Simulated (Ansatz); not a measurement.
Geometry optimisation.

Program: Ansatz.

```
crystal:
  lattice:
    - [2.9654869832, 0.0, 0.0]
    - [-1.4827434916, 2.5681870621, 0.0]
    - [0.0, 0.0, 9.5642808275]
  atoms:
    - { symbol: Ti, position: [0.0, 0.0, 0.0] }
    - { symbol: Ti, position: [0.0, 0.0, 0.5] }
    - { symbol: Ti, position: [0.3333333333, 0.6666666667, 0.75] }
    - { symbol: Ti, position: [0.6666666667, 0.3333333333, 0.25] }
basis:
  ecutwfc: 500
kpoints:
  mp_grid: { grid: [6, 6, 2] }
hamiltonian:
  xc: r2scan
scf:
  occupations: { method: gaussian, width: 0.1 }
  lower_state_search: "off"
output:
  forces: true
  stress: true
  eigenvalues: true
relax:
  adjacent_minimum: "off"
  f_tol: 0.04
  max_steps: 70
  cell: { stress_tol: 0.4 }
```

Question: How does the optimisation go?

Answer: The optimisation met its thresholds at geometry 4, counting the start as the first. The energy fell by about 14 meV/atom from the first step to the last. Step 2 went uphill and was rejected by the line search. All forces vanish by symmetry, so only the cell moves. The volume shrinks from 18.2 to 17.4 Å³ per atom (−5 %), overshooting to 16.3 at step 2, as the pressure goes from −4.9 GPa to about 0 GPa.

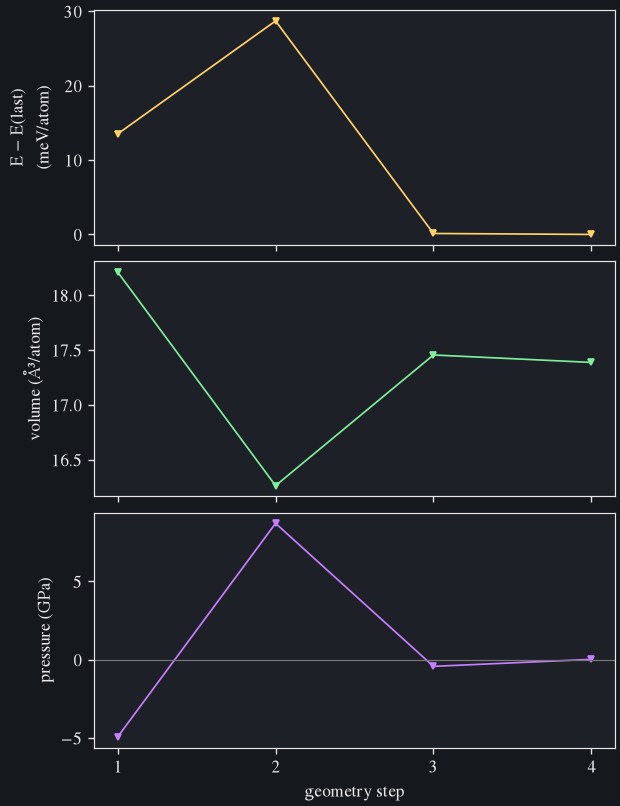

History of the run, step by step. Atoms and cell relax. A closing SCF on a freshly chosen basis isn't drawn.
